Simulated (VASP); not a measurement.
```cif
data_structure
_symmetry_space_group_name_H-M 'P 1'
_symmetry_Int_Tables_number 1
_cell_length_a 5.7403
_cell_length_b 5.7403
_cell_length_c 5.7403
_cell_angle_alpha 90.000
_cell_angle_beta 90.000
_cell_angle_gamma 90.000
_cell_volume 189.15
loop_
_atom_site_label
_atom_site_type_symbol
_atom_site_fract_x
_atom_site_fract_y
_atom_site_fract_z
_atom_site_occupancy
Ag1 Ag 0.00000 0.00000 0.00000 1
Ag2 Ag 0.50000 0.50000 0.00000 1
Ag3 Ag 0.50000 0.00000 0.50000 1
Ag4 Ag 0.00000 0.50000 0.50000 1
Br1 Br 0.50000 0.00000 0.00000 1
Br2 Br 0.00000 0.50000 0.00000 1
Br3 Br 0.00000 0.00000 0.50000 1
Br4 Br 0.50000 0.50000 0.50000 1
```

Space group Fm-3m.

Theory: VASP, Kohn-Sham DFT of a periodic cell, HSE06, spin-orbit coupling, VASP PAW PBE potentials, recommended.

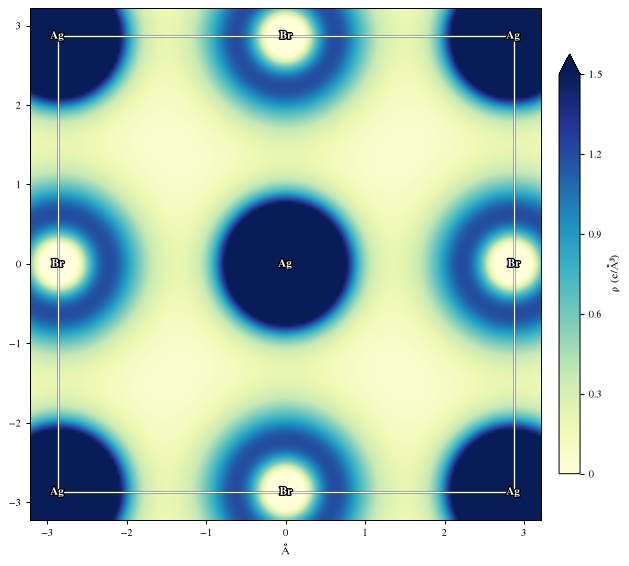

AgBr. Valence electron density on the (010) plane of the conventional cell.

The density is the valence pseudo-density of a PAW calculation; it isn't the true density close to the nuclei.

Question: What does the map show?

Answer: The plane passes through Ag and Br nuclei. Ag–Br (2.87 Å): the density is about 0.22 e/Å³ at the midpoint. Between the atoms the lowest density in this plane is 0.05 e/Å³.

Question: Does the calculation make it a metal, or give it a gap?

Answer: It is gapped, with a Kohn–Sham gap of 1.9 eV on the k-point mesh, an upper bound to the gap of this method.
